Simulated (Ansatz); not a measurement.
Run report: Si, geometry relaxation

The run: geometry relaxation of Si (8 atoms in the cell). Method and program: DFT PBE, scalar-relativistic, plane waves, PAW, no spin polarisation (Ansatz 0.2.0).

The structure was made by a generator, so it may or may not be a known phase. Figures and captions count atoms from 1; the log counts them from 0 in places.

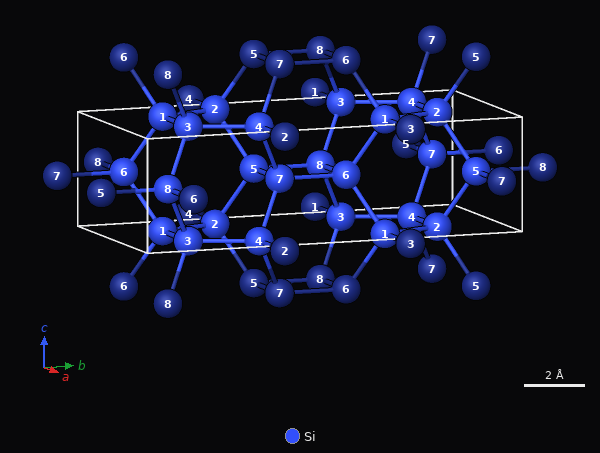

**Figure 1.** The starting structure (ball-and-stick view of the cell 2 times as large as that of the calculation, set on its symmetry axes, seen slightly off an axis; neighbours outside the cell are drawn fainter; atoms are numbered from 1 in the order of the input). Near neighbours in the crystal (not all of them lie inside the picture): Si has 4 Si at 2.36 to 2.39 Å.

### Input file
```yaml
crystal:
  lattice:
    - [3.2366713389, -6.7000462914, 0.0]
    - [3.2366713389, 6.7000462914, 0.0]
    - [0.0, 0.0, 3.8637696581]
  atoms:
    - { symbol: Si, position: [0.1485115326, 0.4837331575, 0.0] }
    - { symbol: Si, position: [0.8514884674, 0.5162668425, 0.0] }
    - { symbol: Si, position: [0.5162668425, 0.8514884674, 0.0] }
    - { symbol: Si, position: [0.4837331575, 0.1485115326, 0.0] }
    - { symbol: Si, position: [0.9044107041, 0.7265507408, 0.5] }
    - { symbol: Si, position: [0.0955892959, 0.2734492592, 0.5] }
    - { symbol: Si, position: [0.2734492592, 0.0955892959, 0.5] }
    - { symbol: Si, position: [0.7265507408, 0.9044107041, 0.5] }
basis:
  ecutwfc: 420
kpoints:
  mp_grid: { grid: [6, 6, 10] }
hamiltonian:
  xc: pbe
scf:
  occupations: { method: gaussian, width: 0.02 }
output:
  forces: true
  stress: true
  eigenvalues: true
relax:
  adjacent_minimum: "off"
  f_tol: 0.01
  max_steps: 80
  cell: { stress_tol: 0.05 }
```

Run on 1 thread of Arm Neoverse V1, 24 GiB of memory available, shared host.

Run as:
```bash
ansatz run input.yaml --threads 1 --pin off --max-ram 2560MiB --backend cpu --events-out ev --progress --plain --runs-dir out
```

### The program's output
```
Engine: ansatz 0.2.0, aarch64-unknown-linux-gnu
Pseudopotentials: kind: paw
Pseudopotential: Si, paw, valence charge 4, recommended cutoff 420 eV (normal), Si.paw.azcp
Functional definition: PBE
  parameter kappa = 0.804
  parameter beta = 0.06672455060314922
  exchange = pbe_x(kappa = kappa, mu = beta*pi^2/3)
  correlation = pbe_c(beta = beta)
Crystal: 8 atoms, lattice volume = 167.578 Å³
Basis set: ecut = 420 eV, 3273 PW (Γ), exchange–correlation on 100×100×54 points (8 copies of the dense FFT grid, shifted against one another)
Bands: 24, of which v1, the nominal top of the filled ones, is band 16 counted from 1 (15 counted from 0)
Symmetry: 8 space group operations
Space group: Cmmm (ITA 65), of the structure as read, at distance tolerance 5.5e-5 Å
k-points: 78 of 360
Non-local potential: Si, projectors of the file, l = 0: 2, l = 1: 2, l = 2: 2
PAW form: soft (Blöchl's): semilocal exchange-correlation on the pseudo side does not see the compensation charge
PAW one-centre angular grid: Si, 110 points (default); XC on 64 Gauss nodes
Initial density: superposition of atomic densities (neutral atoms: chi_scale 0, normalization atom), corrected by the library's trained network
Initial wavefunctions: pseudopotential atomic-orbital guess
Functional: x = pbe(κ = 0.804, μ = 0.2195149727645171), c = pbe(β = 0.06672455060314922)
SCF iter   1: F=—  HF=-5085.995428 eV  |F-HF|=—  |Δ(HF+E_count)|=         —  Δρ=1.28e-3  dr2=3.01e-3  ethr=1.77e-3  ⟨swp⟩=7.5  Hψ=11281  notcnv=0  defer=4
preconditioner: auto → Resta (q_TF=auto, 2.070 Å⁻¹)  ε∞=5.4  [insulator: Δε(μ)=0.500 eV  Ē_g=7.725 eV  σ=0.020 eV  W_gap=1.00  n_scr=28 (ndim 8)  ℏωp=16.2 eV  f_vac=0.000  D(μ)=0.00/eV (n_scr^D=0)  ε∞_Penn≈5.4]
SCF iter   2: F=—  HF=-5085.996882 eV  |F-HF|=—  |Δ(HF+E_count)|=   1.45e-3  Δρ=7.50e-4  dr2=1.07e-3  ethr=9.42e-6  ⟨swp⟩=2.1  Hψ=3912  notcnv=0  defer=138
SCF iter   3: F=—  HF=-5085.997259 eV  |F-HF|=—  |Δ(HF+E_count)|=   3.77e-4  Δρ=1.34e-4  dr2=4.05e-5  ethr=3.35e-6  ⟨swp⟩=2.0  Hψ=3124  notcnv=0  defer=138
SCF iter   4: F=—  HF=-5085.997268 eV  |F-HF|=—  |Δ(HF+E_count)|=   8.55e-6  Δρ=5.93e-5  dr2=6.83e-6  ethr=1.27e-7  ⟨swp⟩=2.7  Hψ=3008  notcnv=0  defer=138
SCF iter   5: F=—  HF=-5085.997278 eV  |F-HF|=—  |Δ(HF+E_count)|=   1.00e-5  Δρ=1.11e-5  dr2=5.32e-7  ethr=2.14e-8  ⟨swp⟩=2.0  Hψ=2880  notcnv=0  defer=138
SCF iter   6: F=-5085.997278 eV  HF=-5085.997278 eV  |F-HF|=2.50e-8  |Δ(HF+E_count)|=   2.07e-7  Δρ=5.60e-6  dr2=7.61e-8  ethr=3.13e-10  ⟨swp⟩=10.0  Hψ=9337  notcnv=0
SCF 1 converged in 6 iterations: F = -5085.997278 eV  dr2 = 7.61e-8
  greatest PAW one-centre occupation: 0.636 electrons in one spin orbital (limit 2), on the Si atom at site 7 (counted from 0), in its partial waves of l = 0
relax step   1: F+E_penalty+E_count = -5085.99727794 eV  Δ(F+E_penalty+E_count) = +0.000e0 eV  max|allowed force component| = 4.154e-3 eV/Å  Δτ_max = 0.0000 Å  P = +0.073 GPa  Ω = 167.578 Å³  (6 SCF iters, dr2 threshold 1.00e-7 eV, accepted)
Crystal: 8 atoms, lattice volume = 167.719 Å³
Initial density: handed on by an earlier stage of this run
Initial wavefunctions: those handed on with the density
iter 1 solved again at ethr=2.46e-7 eV; its pass at ethr=3.10e-3 eV (dr2=7.87e-5 eV) is discarded
SCF iter   1: F=—  HF=-5085.997446 eV  |F-HF|=—  |Δ(HF+E_count)|=         —  Δρ=2.43e-4  dr2=1.15e-4  ethr=2.46e-7  ⟨swp⟩=2.7  Hψ=11426  notcnv=0
preconditioner: auto → Resta (q_TF=auto, 2.070 Å⁻¹)  ε∞=5.4  [insulator: Δε(μ)=0.553 eV  Ē_g=7.722 eV  σ=0.020 eV  W_gap=1.00  n_scr=28 (ndim 8)  ℏωp=16.2 eV  f_vac=0.000  D(μ)=0.00/eV (n_scr^D=0)  ε∞_Penn≈5.4]
SCF iter   2: F=—  HF=-5085.997425 eV  |F-HF|=—  |Δ(HF+E_count)|=   2.07e-5  Δρ=1.36e-4  dr2=3.48e-5  ethr=2.46e-7  ⟨swp⟩=2.0  Hψ=2880  notcnv=0
SCF iter   3: F=—  HF=-5085.997397 eV  |F-HF|=—  |Δ(HF+E_count)|=   2.83e-5  Δρ=1.22e-5  dr2=2.53e-7  ethr=1.09e-7  ⟨swp⟩=2.6  Hψ=3125  notcnv=0
SCF iter   4: F=-5085.997397 eV  HF=-5085.997397 eV  |F-HF|=3.77e-10  |Δ(HF+E_count)|=   1.43e-7  Δρ=2.40e-6  dr2=1.79e-8  ethr=3.09e-10  ⟨swp⟩=6.3  Hψ=8561  notcnv=0
SCF 2 converged in 4 iterations: F = -5085.997397 eV  dr2 = 1.79e-8
relax step   2: F+E_penalty+E_count = -5085.99739691 eV  Δ(F+E_penalty+E_count) = -1.190e-4 eV  max|allowed force component| = 1.129e-2 eV/Å  Δτ_max = 0.0023 Å  P = +0.013 GPa  Ω = 167.719 Å³  energy of the carried Pulay correction = -1.604e-5 eV  (4 SCF iters, dr2 threshold 9.90e-8 eV, accepted)
Crystal: 8 atoms, lattice volume = 167.718 Å³
iter 1 solved again at ethr=3.95e-8 eV; its pass at ethr=3.10e-3 eV (dr2=1.27e-5 eV) is discarded
SCF iter   1: F=—  HF=-5085.997552 eV  |F-HF|=—  |Δ(HF+E_count)|=         —  Δρ=9.86e-5  dr2=1.74e-5  ethr=3.95e-8  ⟨swp⟩=2.4  Hψ=11231  notcnv=0
preconditioner: auto → Resta (q_TF=auto, 2.070 Å⁻¹)  ε∞=5.4  [insulator: Δε(μ)=0.534 eV  Ē_g=7.722 eV  σ=0.020 eV  W_gap=1.00  n_scr=28 (ndim 8)  ℏωp=16.2 eV  f_vac=0.000  D(μ)=0.00/eV (n_scr^D=0)  ε∞_Penn≈5.4]
SCF iter   2: F=—  HF=-5085.997526 eV  |F-HF|=—  |Δ(HF+E_count)|=   2.54e-5  Δρ=5.58e-5  dr2=5.34e-6  ethr=3.95e-8  ⟨swp⟩=2.0  Hψ=2855  notcnv=0
SCF iter   3: F=—  HF=-5085.997526 eV  |F-HF|=—  |Δ(HF+E_count)|=   7.47e-7  Δρ=4.79e-6  dr2=3.61e-8  ethr=1.67e-8  ⟨swp⟩=2.8  Hψ=3302  notcnv=0
SCF iter   4: F=-5085.997526 eV  HF=-5085.997526 eV  |F-HF|=1.70e-9  |Δ(HF+E_count)|=   1.85e-8  Δρ=9.11e-7  dr2=1.53e-9  ethr=7.62e-11  ⟨swp⟩=5.2  Hψ=7093  notcnv=0
SCF 3 converged in 4 iterations: F = -5085.997526 eV  dr2 = 1.53e-9
relax step   3: F+E_penalty+E_count = -5085.99752566 eV  Δ(F+E_penalty+E_count) = -1.287e-4 eV  max|allowed force component| = 2.149e-3 eV/Å  Δτ_max = 0.0011 Å  P = +0.008 GPa  Ω = 167.718 Å³  energy of the carried Pulay correction = -1.672e-5 eV  (4 SCF iters, dr2 threshold 2.44e-8 eV, accepted)
Initial wavefunctions: pseudopotential atomic-orbital guess (no wavefunctions were taken with the density)
iter 1 solved again at ethr=1.03e-7 eV; its pass at ethr=3.10e-3 eV (dr2=3.31e-5 eV) is discarded
SCF iter   1: F=—  HF=-5085.997565 eV  |F-HF|=—  |Δ(HF+E_count)|=         —  Δρ=2.53e-6  dr2=3.38e-9  ethr=1.03e-7  ⟨swp⟩=3.3  Hψ=16933  notcnv=0
eigensolver tolerance schedule: the retry pair's looser diagonalisation over-reported the residual by 9767.80 of it (diagonalisation noise at 0.48 of the residual, at the tolerance the schedule requests for it); recorded, not acted on — ethr = c·dr2/N_el stays at c = 1.0e-1
preconditioner: auto → Resta (q_TF=auto, 2.070 Å⁻¹)  ε∞=5.4  [insulator: Δε(μ)=0.533 eV  Ē_g=7.722 eV  σ=0.020 eV  W_gap=1.00  n_scr=28 (ndim 8)  ℏωp=16.2 eV  f_vac=0.000  D(μ)=0.00/eV (n_scr^D=0)  ε∞_Penn≈5.4]
SCF iter   2: F=—  HF=-5085.997543 eV  |F-HF|=—  |Δ(HF+E_count)|=   2.19e-5  Δρ=1.44e-6  dr2=1.45e-9  ethr=1.06e-11  ⟨swp⟩=3.1  Hψ=4379  notcnv=0
SCF iter   3: F=—  HF=-5085.997543 eV  |F-HF|=—  |Δ(HF+E_count)|=   2.10e-8  Δρ=8.55e-7  dr2=5.71e-10  ethr=4.54e-12  ⟨swp⟩=1.0  Hψ=1872  notcnv=0
SCF iter   4: F=-5085.997543 eV  HF=-5085.997543 eV  |F-HF|=3.05e-10  |Δ(HF+E_count)|=   9.54e-9  Δρ=1.96e-7  dr2=3.72e-11  ethr=1.00e-12  ⟨swp⟩=3.3  Hψ=7978  notcnv=0
SCF 4 converged in 4 iterations: F = -5085.997543 eV  dr2 = 3.72e-11
relax step   4: F+E_penalty+E_count = -5085.99754260 eV  Δ(F+E_penalty+E_count) = -1.694e-5 eV  max|allowed force component| = 2.144e-3 eV/Å  Δτ_max = 0.0000 Å  P = +0.008 GPa  Ω = 167.718 Å³  stress off target by 1.39e-2 GPa  SCF on the basis re-selected at this cell (its energy is not comparable with the rows above)  (4 SCF iters)
```

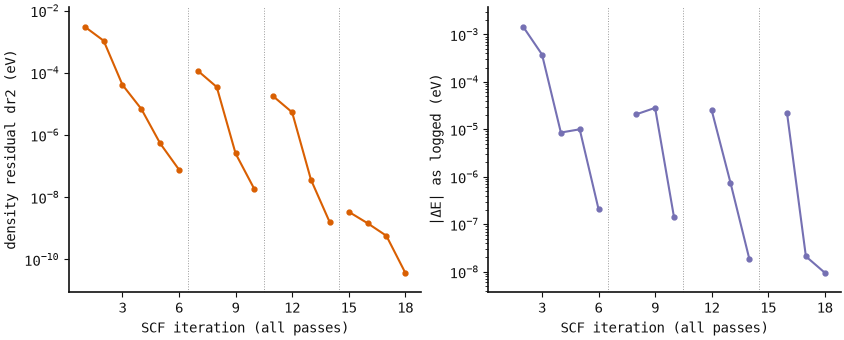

**Figure 2.** Convergence of the self-consistent field: density residual dr2 and size of the energy change against the SCF iteration. The dotted lines part the SCF passes of the relaxation: geometry steps, rejected trials and re-solves on a re-selected basis. The passes take 6, 4, 4 and 4 iterations.

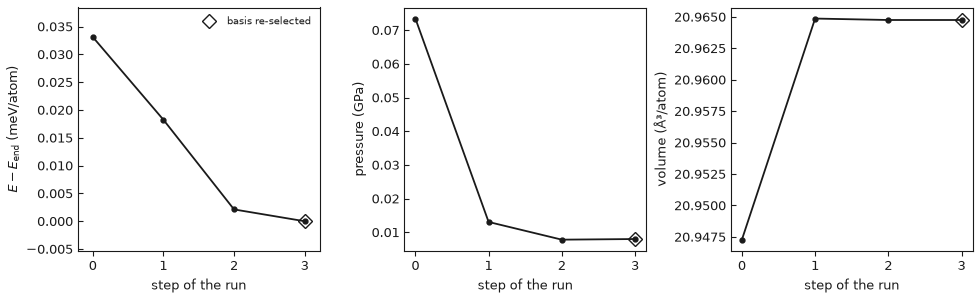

**Figure 3.** Progress of the relaxation, step by step (the first geometry is step 0 here and step 1 in the log). The atoms keep their places relative to the cell (all moves are under 0.005 Å). Cell: a 6.473 → 6.481 Å (+0.1 %), b 13.400 → 13.411 Å (+0.1 %), c 3.864 → 3.859 Å (−0.1 %). Volume +0.1 %. The space group stays Cmmm (No. 65). Over 2 geometry steps the energy falls by next to nothing (0.0 meV per atom). Largest force component: 0.0042 eV/Å at the start, 0.0021 eV/Å at the end. The pressure goes from 0.07 to 0.01 GPa. A last SCF at the same geometry on a re-selected plane-wave basis shifts the energy by next to nothing (0.0 meV per atom).

```
basis re-selected at this cell: Δ(F+E_penalty+E_count) = -1.694e-5 eV, ΔP = +0.000 GPa vs the last step (what re-selecting the basis moved, of the pressure what is left beyond the Pulay correction that the steps carried, after the strain that the cell walked since its last selection, with what the two solves' SCF thresholds leave and, on support functions, any second-order correction that the steps lacked; it is no measure of the basis error at this ecutwfc). This SCF's stress stands 1.39e-2 GPa from its target on what of the cell is left free (relax.cell.stress_tol is 5.00e-2 GPa) and its largest allowed force component is 2.14e-3 eV/Å (relax.f_tol is 1.00e-2 eV/Å): within both
SCF converged after 4 iterations
Free energy (F): -5085.997543 eV
Harris-Foulkes:  -5085.997543 eV  (|F-HF|=3.05e-10)
Internal energy: -5085.997543 eV  (E = F + TS)
E sigma→0 (E₀):  -5085.997543 eV
Fermi energy:    6.186094 eV
--- Per-component energies (eV) ---
  E_band       = 24.851944
  E_kinetic    = 320.251074
  E_local      = -254.329447  (includes V_loc(G=0)·N_el)
  E_nonlocal   = 206.965116
  E_hartree    = 71.895386
  E_xc         = -440.242794
  E_vxc        = -372.250718  (∫ρ·V_xc dr)
  E_paw        = -4101.992149  (= ΣΔE_a)
  E_vpaw       = -19.574905  (= ΣTr[D̂ρ^β])
  E_aug_tail   = 0.000051  (compensation charges beyond the density's cutoff)
  E_ewald      = -888.544779
  E_smearing   = -0.000000  (= −TS)
  E_closure    = 0.000000  (closes the sum)
  Σ components = -5085.997543   (vs F -5085.997543, Δ=0.00e0)
--- Forces (eV/Å), atoms counted from 1 ---
  atom   1  Si    -0.00152990    -0.00214425    -0.00000000
  atom   2  Si     0.00152990     0.00214425     0.00000000
  atom   3  Si     0.00152990    -0.00214425    -0.00000000
  atom   4  Si    -0.00152990     0.00214425     0.00000000
  atom   5  Si    -0.00176302    -0.00201328     0.00000000
  atom   6  Si     0.00176302     0.00201328    -0.00000000
  atom   7  Si     0.00176302    -0.00201328    -0.00000000
  atom   8  Si    -0.00176302     0.00201328     0.00000000
  max |Σ_I F_I| component: 1.39e-17 eV/Å
--- Stress (GPa, compression-positive) ---
        0.013872       0.000000       0.000000
        0.000000       0.012242       0.000000
        0.000000       0.000000      -0.002094
  P = ⅓ Tr σ = 0.0080 GPa (0.080 kbar)
--- Band table (eV; the first three rows and the last of 78) ---
  k-point 0: bands = ["-6.0381", "-3.8902", "-3.2517", "-2.9642", "-2.7179", "-0.5856", "1.0074", "2.8235", "2.9163", "3.0164", "3.8088", "4.4833", "4.8122", "4.9808", "5.1752", "5.2432", "6.4527", "7.1769", "7.7362", "8.1149", "8.1306", "8.7306", "8.9640", "9.5929"]
  k-point 1: bands = ["-5.9539", "-3.8017", "-3.1657", "-2.8774", "-2.7221", "-0.5534", "1.0843", "2.4134", "2.6938", "2.8155", "3.7550", "3.7584", "4.6132", "4.7679", "4.8180", "5.1526", "7.1808", "7.5288", "7.6113", "8.2170", "8.4680", "9.1882", "9.4257", "9.6775"]
  k-point 2: bands = ["-5.7040", "-3.5380", "-2.9116", "-2.7792", "-2.6206", "-0.5026", "1.2929", "1.5053", "2.1371", "2.3315", "2.6850", "3.3871", "4.2467", "4.3047", "4.5014", "4.8606", "7.3871", "7.9144", "8.4625", "8.4670", "8.8357", "9.9893", "10.1042", "10.1330"]
  k-point 77: bands = ["-4.0404", "-3.9283", "-2.2999", "-2.2805", "-1.8463", "-1.6033", "0.5852", "0.6365", "1.2437", "1.6214", "2.9989", "3.0854", "3.2381", "3.3531", "3.3688", "3.4491", "6.5120", "6.6566", "7.5116", "7.6749", "10.0265", "10.1839", "10.4275", "11.3023"]
--- Relaxed structure (3 steps of the walk, 3 accepted, 1 SCFs on fresh bases) ---
  F+E_penalty+E_count = -5085.99754260 eV   max|allowed force component| = 2.144e-3 eV/Å   (the final SCF, on the basis selected at the relaxed cell)
  cell:  # Å, volume = 167.7180 Å³
    - [3.2405709123299253, -6.705300675401181, 1.3745169811708116e-19]
    - [3.2405709123299253, 6.705300675401181, -1.3745169811708097e-19]
    - [1.0544739794591962e-34, -7.926537781101333e-20, 3.8593116520545028]
  atoms:
    - { symbol: Si, position: [0.1485739404680628, 0.4839235792718788, 1.2322645405324109e-20] }
    - { symbol: Si, position: [0.8514260595319373, 0.5160764207281213, -1.2322645405324112e-20] }
    - { symbol: Si, position: [0.5160764207281213, 0.8514260595319373, 1.2322645405324178e-20] }
    - { symbol: Si, position: [0.4839235792718788, 0.1485739404680628, -1.2322645405324186e-20] }
    - { symbol: Si, position: [0.9045053914822271, 0.7266935921838104, 0.5] }
    - { symbol: Si, position: [0.09549460851777296, 0.2733064078161897, 0.5] }
    - { symbol: Si, position: [0.2733064078161897, 0.09549460851777296, 0.5] }
    - { symbol: Si, position: [0.7266935921838104, 0.9045053914822271, 0.5] }
```

### Trajectory as extended XYZ (Å, eV, eV/Å), 4 frames, from step=1 to step=4
```
8
Lattice="3.2367 -6.7000 0.0000 3.2367 6.7000 0.0000 0.0000 0.0000 3.8638" Properties=species:S:1:pos:R:3:forces:R:3 step=1 energy=-5085.99728 pressure_GPa=0.07
Si    2.0464    2.2460    0.0000    0.0042   0.0014   0.0000
Si    4.4270   -2.2460    0.0000   -0.0042  -0.0014   0.0000
Si    4.4270    2.2460    0.0000   -0.0042   0.0014   0.0000
Si    2.0464   -2.2460    0.0000    0.0042  -0.0014   0.0000
Si    5.2789   -1.1917    1.9319   -0.0014  -0.0027   0.0000
Si    1.1945    1.1917    1.9319    0.0014   0.0027   0.0000
Si    1.1945   -1.1917    1.9319    0.0014  -0.0027   0.0000
Si    5.2789    1.1917    1.9319   -0.0014   0.0027   0.0000
8
Lattice="3.2424 -6.7079 0.0000 3.2424 6.7079 0.0000 0.0000 0.0000 3.8556" Properties=species:S:1:pos:R:3:forces:R:3 step=2 energy=-5085.99740 pressure_GPa=0.01
Si    2.0515    2.2504    0.0000   -0.0096  -0.0113   0.0000
Si    4.4334   -2.2504    0.0000    0.0096   0.0113   0.0000
Si    4.4334    2.2504    0.0000    0.0096  -0.0113   0.0000
Si    2.0515   -2.2504    0.0000   -0.0096   0.0113   0.0000
Si    5.2899   -1.1922    1.9278   -0.0109  -0.0100   0.0000
Si    1.1950    1.1922    1.9278    0.0109   0.0100   0.0000
Si    1.1950   -1.1922    1.9278    0.0109  -0.0100   0.0000
Si    5.2899    1.1922    1.9278   -0.0109   0.0100   0.0000
8
Lattice="3.2406 -6.7053 0.0000 3.2406 6.7053 0.0000 0.0000 0.0000 3.8593" Properties=species:S:1:pos:R:3:forces:R:3 step=3 energy=-5085.99753 pressure_GPa=0.01
Si    2.0497    2.2486    0.0000   -0.0015  -0.0021   0.0000
Si    4.4315   -2.2486    0.0000    0.0015   0.0021   0.0000
Si    4.4315    2.2486    0.0000    0.0015  -0.0021   0.0000
Si    2.0497   -2.2486    0.0000   -0.0015   0.0021   0.0000
Si    5.2860   -1.1923    1.9297   -0.0018  -0.0020   0.0000
Si    1.1951    1.1923    1.9297    0.0018   0.0020   0.0000
Si    1.1951   -1.1923    1.9297    0.0018  -0.0020   0.0000
Si    5.2860    1.1923    1.9297   -0.0018   0.0020   0.0000
8
Lattice="3.2406 -6.7053 0.0000 3.2406 6.7053 0.0000 0.0000 0.0000 3.8593" Properties=species:S:1:pos:R:3:forces:R:3 step=4 energy=-5085.99754 pressure_GPa=0.01
Si    2.0497    2.2486    0.0000   -0.0015  -0.0021   0.0000
Si    4.4315   -2.2486    0.0000    0.0015   0.0021   0.0000
Si    4.4315    2.2486    0.0000    0.0015  -0.0021   0.0000
Si    2.0497   -2.2486    0.0000   -0.0015   0.0021   0.0000
Si    5.2860   -1.1923    1.9297   -0.0018  -0.0020   0.0000
Si    1.1951    1.1923    1.9297    0.0018   0.0020   0.0000
Si    1.1951   -1.1923    1.9297    0.0018  -0.0020   0.0000
Si    5.2860    1.1923    1.9297   -0.0018   0.0020   0.0000
```

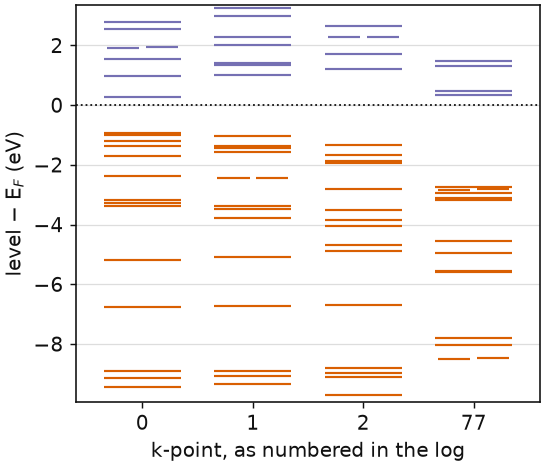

**Figure 4.** Kohn–Sham levels near the Fermi level (dotted) at the few k-points that the log prints; levels within 0.02 eV of each other stand side by side. Among these points the highest filled and lowest empty levels are 1.21 eV apart; the gap on the full mesh, 0.53 eV, has an edge at a point that isn't printed.

### Results in brief

- outcome: converged
- space group (tolerance 0.01 Å): Cmmm (65)
- electrons treated: 32
- free energy: −5085.9975 eV
- Fermi energy: 6.186 eV
- gap on the k-point mesh: 0.53 eV
- pressure: 0.01 GPa
- final volume: 167.72 Å³
- largest force (length of the vector) at the end: 0.003 eV/Å
- final cell: a = 7.447 Å, b = 7.447 Å, c = 3.859 Å, α = 90.00°, β = 90.00°, γ = 128.41°
- wall time: 93 s
- peak memory: 0.54 GiB
